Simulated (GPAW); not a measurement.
```yaml
crystal:
  lattice:
    - [3.20000, 0.00000, 0.00000]
    - [0.00000, 3.20000, 0.00000]
    - [0.00000, 0.00000, 7.86100]
  atoms:
    - { symbol: Mo, position: [0.00000, 0.00000, 0.00000] }
    - { symbol: Mo, position: [0.50000, 0.50000, 0.50000] }
    - { symbol: Si, position: [0.00000, 0.00000, 0.66700] }
    - { symbol: Si, position: [0.50000, 0.50000, 0.16700] }
    - { symbol: Si, position: [0.00000, 0.00000, 0.33300] }
    - { symbol: Si, position: [0.50000, 0.50000, 0.83300] }
```

Space group I4/mmm; computed pressure about 3 GPa in this cell.

The calculation used Kohn-Sham DFT of a periodic cell, PBE, GPAW PAW data sets (gpaw-data 1.2.1) (GPAW 26.7.0).

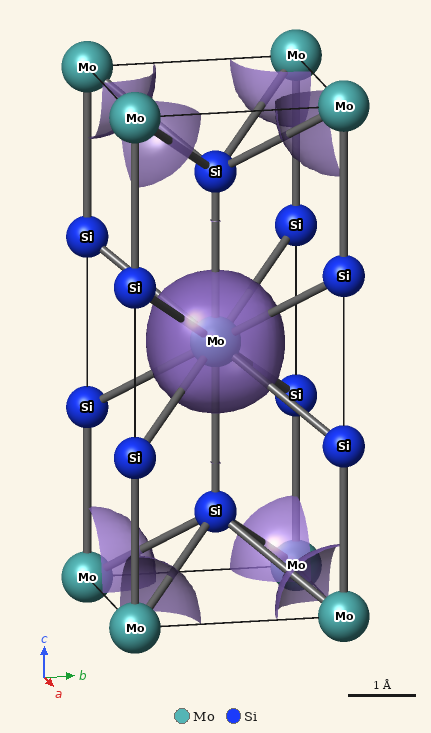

Si2Mo. Isosurface of the valence charge density (pseudo) at 0.5 e/Å³ (purple), seen slightly off an axis. Sticks mark near contacts.

In a PAW calculation such maps are meaningful between the atoms, not at the nuclei.

Question: What does this surface tell about the bonding?

Answer: At this value the density breaks into separate islands; it holds about 50 % of the electrons treated as valence. It bridges none of the near contacts. It is pinched off along the shortest Si–Mo (2.62 Å) contacts. On the grid the lowest density along these lines, outside the cores, is 0.39 e/Å³ (Si–Mo, 2.62 Å).
